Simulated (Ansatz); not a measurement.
System: a slab cut from TiPbO₃ (slab content Ti₄Pb₅O₁₅), space group Pm-3m (No. 221).

Structure:
```yaml
crystal:
  lattice:
    - [3.91933, 0.00000, 0.00000]
    - [0.00000, 3.91933, 0.00000]
    - [0.00000, 0.00000, 3.91933]
  atoms:
    - { symbol: Ti, position: [0.50000, 0.50000, 0.50000] }
    - { symbol: Pb, position: [0.00000, 0.00000, 0.00000] }
    - { symbol: O, position: [0.00000, 0.50000, 0.50000] }
    - { symbol: O, position: [0.50000, 0.00000, 0.50000] }
    - { symbol: O, position: [0.50000, 0.50000, 0.00000] }
```

Input of one of the runs behind the figure:
```
crystal:
  lattice:
    - [5.5427679564, 0.0, 0.0]
    - [-2.7713839782, 4.8001778575, 0.0]
    - [0.0, 0.0, 24.0513021706]
  atoms:
    - { symbol: Pb, position: [0.6666666667, 0.3333333333, 0.3118334278] }
    - { symbol: O, position: [0.1666666667, 0.8333333333, 0.3118334278] }
    - { symbol: O, position: [0.1666666667, 0.3333333333, 0.3118334278] }
    - { symbol: O, position: [0.6666666667, 0.8333333333, 0.3118334278] }
    - { symbol: Ti, position: [0.0, 0.0, 0.3588750709] }
    - { symbol: Pb, position: [0.3333333333, 0.6666666667, 0.4059167139] }
    - { symbol: O, position: [0.8333333333, 0.1666666667, 0.4059167139] }
    - { symbol: O, position: [0.8333333333, 0.6666666667, 0.4059167139] }
    - { symbol: O, position: [0.3333333333, 0.1666666667, 0.4059167139] }
    - { symbol: Ti, position: [0.6666666667, 0.3333333333, 0.452958357] }
    - { symbol: Pb, position: [0.0, 0.0, 0.5] }
    - { symbol: O, position: [0.5, 0.5, 0.5] }
    - { symbol: O, position: [0.5, 0.0, 0.5] }
    - { symbol: O, position: [0.0, 0.5, 0.5] }
    - { symbol: Ti, position: [0.3333333333, 0.6666666667, 0.547041643] }
    - { symbol: Pb, position: [0.6666666667, 0.3333333333, 0.5940832861] }
    - { symbol: O, position: [0.1666666667, 0.8333333333, 0.5940832861] }
    - { symbol: O, position: [0.1666666667, 0.3333333333, 0.5940832861] }
    - { symbol: O, position: [0.6666666667, 0.8333333333, 0.5940832861] }
    - { symbol: Ti, position: [0.0, 0.0, 0.6411249291] }
    - { symbol: Pb, position: [0.3333333333, 0.6666666667, 0.6881665722] }
    - { symbol: O, position: [0.8333333333, 0.1666666667, 0.6881665722] }
    - { symbol: O, position: [0.8333333333, 0.6666666667, 0.6881665722] }
    - { symbol: O, position: [0.3333333333, 0.1666666667, 0.6881665722] }
basis:
  ecutwfc: 420
kpoints:
  mp_grid: { grid: [6, 6, 1] }
hamiltonian:
  xc: pbesol
scf:
  occupations: { method: gaussian, width: 0.05 }
output:
  forces: true
  eigenvalues: true
  write_density: true
  write_potential: true
  elf: true
  volumetric_format: npy
relax:
  adjacent_minimum: "off"
  f_tol: 0.02
  max_steps: 60
efield:
  axis: 3
  dipole_correction: true
  ramp_width: 0.04
```

Launched with:
```bash
ansatz run input.yaml --threads 2 --pin off --max-ram 5120MiB --backend cpu --events-out ev --progress --plain --runs-dir out
```

Method: spacing and rumpling of the atomic planes of a slab cut from the relaxed bulk cell along the Miller plane (conventional indices), bottom to top, after all atoms relax, plane waves with PAW datasets, Γ-centred k mesh (Ansatz 0.2.0). Level: PBEsol, no spin polarisation.

space group in which the indices count 221; Miller index h 1; Miller index k 1; Miller index l 1; top plane PbO3; bottom plane PbO3; planes 9; surface cell (1, 1); slab thickness as cut 9.05 Å; vacuum 15 Å; surface area 26.61 Å²; surface a 5.543 Å; surface b 5.543 Å; surface angle 120 °; slab atoms 24; excess atoms O3 Pb1; wave cutoff 420 eV; k mesh 6×6×1; occupations Gaussian; smearing width 0.05 eV; boundary dipole corrected.

Describe the result: the spacing change of each pair of planes. The cases: 1–2; 2–3; 3–4; 4–5; 5–6; 6–7; 7–8; 8–9.

The least value, −0.189 Å, is that of 1–2 and 8–9, and the largest, 0.219 Å, that of 3–4 and 6–7.

```csv
pair of planes,spacing change (Å),spacing to next (Å),content of the two planes
1–2,-0.189,0.942,PbO3 and Ti
2–3,-0.066,1.066,Ti and PbO3
3–4,0.219,1.351,PbO3 and Ti
4–5,-0.065,1.067,Ti and PbO3
5–6,-0.065,1.067,PbO3 and Ti
6–7,0.219,1.351,Ti and PbO3
7–8,-0.066,1.066,PbO3 and Ti
8–9,-0.189,0.942,Ti and PbO3
```

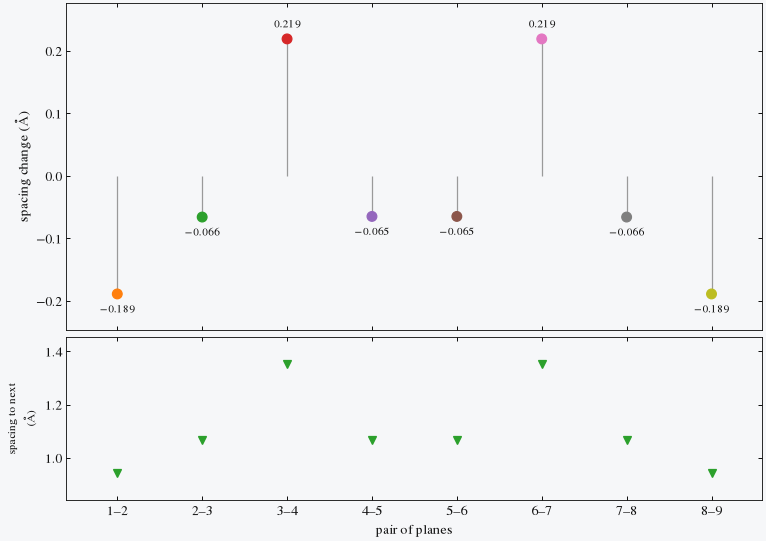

Caveats: no spin polarisation, a magnetic state may lie lower; polar or open-shell cut of an insulator, not reconstructed; the slab's middle relaxes too; xc potential rough in thin density.
